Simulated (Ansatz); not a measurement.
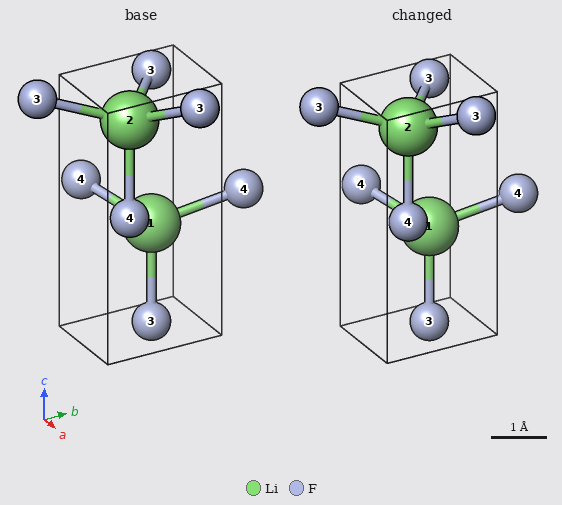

Left: crystalline LiF (built on the database structure type) at its r2SCAN-relaxed geometry. Right: the same structure after one change, at the same scale. A ball-and-stick model of the cell of the calculation, seen slightly off an axis.

The calculation used Ansatz, DFT, HSE06, plane waves, PAW. Set-up: plane-wave cutoff 420 eV; k-point mesh 6 × 6 × 4; occupations fixed; no spin polarisation.

### What was changed?

All lengths are scaled by −3.3 % (volume −9.7 %). The atoms were relaxed with r2SCAN under that strain, and this is a single point on that geometry.

### How do the computed properties respond?

It costs 25.8 meV per atom. Pressure: 0.9 GPa before, 8.4 GPa after. The principal stresses (compression positive) are 8.0 GPa along c and 8.7 GPa across it. The forces stay under 0.01 eV/Å. The band gap: 10.03 eV before, 10.64 eV after. Near-neighbour distances before and after: F–Li 1.858 → 1.792 to 1.809 Å. The space group stays P6_3mc (No. 186).
